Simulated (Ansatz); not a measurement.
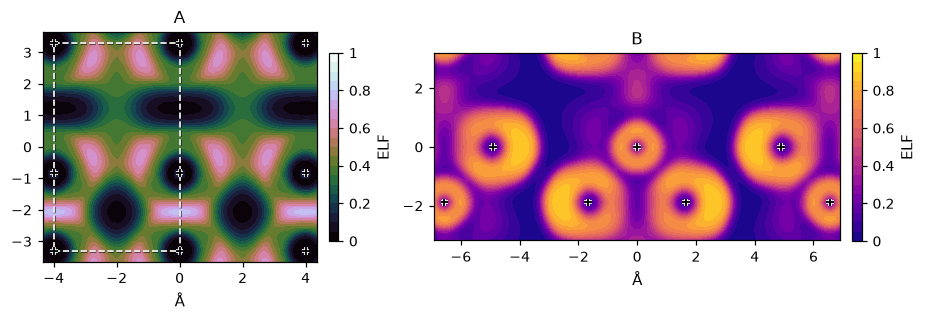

The ELF of 2 systems, each on a plane through atoms (crosses mark nuclei in the plane).

Level of theory: DFT PBEsol, scalar-relativistic, plane waves, PAW (Ansatz).

System 1: MoSe$_{2}$, the (110) plane of the conventional cell. Space group P6₃/mmc; computed without spin polarisation.

System 2: Ge, the (100) plane of the conventional cell. Space group P6₃/mmc; a structure from a database of computed crystals, not necessarily the ambient phase.

```xyz
4
Lattice="3.9986 0.0000 0.0000 -1.9993 3.4629 0.0000 0.0000 0.0000 6.5921" Properties=species:S:1:pos:R:3 pbc="T T T"
Ge    1.9993    1.1543    0.4138
Ge    0.0000    2.3086    3.7099
Ge    1.9993    1.1543    2.8822
Ge    0.0000    2.3086    6.1782
```

> Which map belongs to which system?

Panel A is system 2, Ge: the plane holds Ge. Ge–Ge (2.47 Å): the ELF peaks at about 0.75 between the atoms. Panel B is system 1, MoSe$_{2}$: the plane holds Mo and Se. Mo–Se (2.52 Å): the ELF is about 0.50 at the midpoint.
